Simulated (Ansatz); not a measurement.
Structure data:

```cif
data_structure
_symmetry_space_group_name_H-M 'P 63/m m c'
_symmetry_Int_Tables_number 194
_cell_length_a 2.6830
_cell_length_b 2.6830
_cell_length_c 4.5437
_cell_angle_alpha 90.000
_cell_angle_beta 90.000
_cell_angle_gamma 120.000
_cell_volume 28.33
loop_
_atom_site_label
_atom_site_type_symbol
_atom_site_symmetry_multiplicity
_atom_site_Wyckoff_symbol
_atom_site_fract_x
_atom_site_fract_y
_atom_site_fract_z
_atom_site_occupancy
Pt1 Pt 2 c 0.66667 0.33333 0.75000 1
```

> Interpret the file: composition, symmetry and coordination.

The element is platinum. The lattice is primitive hexagonal and the space group P6_3/mmc (No. 194). Among the common structure types it is hexagonal close-packed (Mg type). The cell holds two atoms. Pt is coordinated by twelve Pt in an anticuboctahedral arrangement at 2.68 to 2.75 Å. The bonds build a three-dimensional framework.

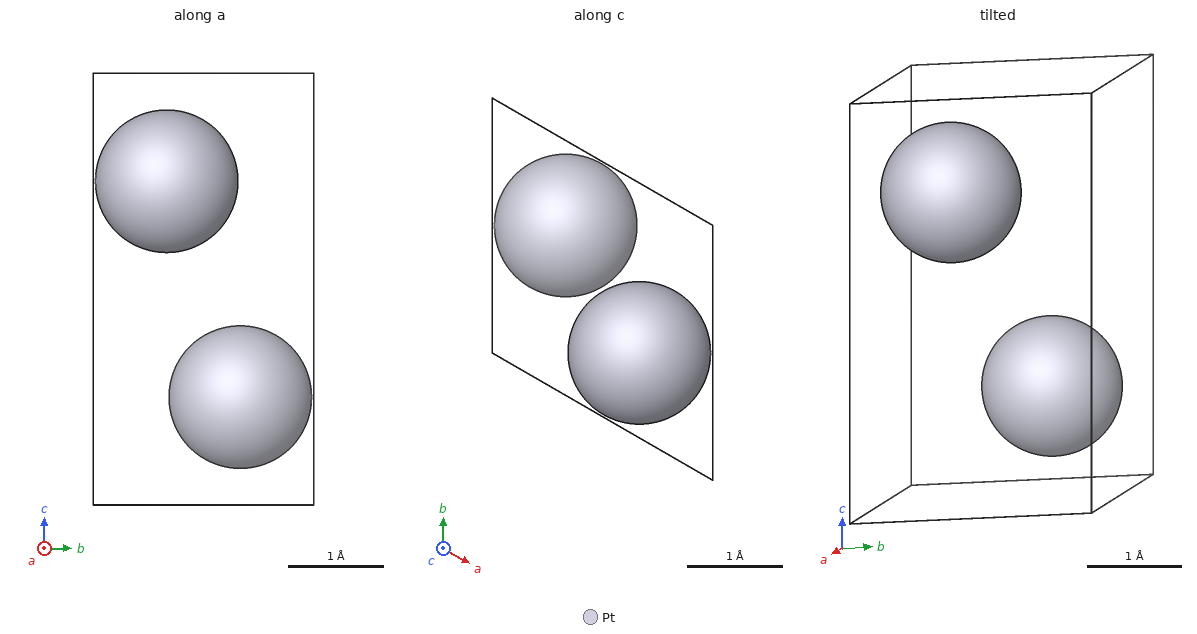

An orthographic spheres-only view of the structure, along the a axis, along the c axis and slightly off an axis. The frame is the conventional unit cell; atoms at its boundary are shown with their periodic copies.

The model was built from a structure listed in the Materials Project. The cell was then strained or its atoms displaced on purpose. It went into a calculation with Ansatz.
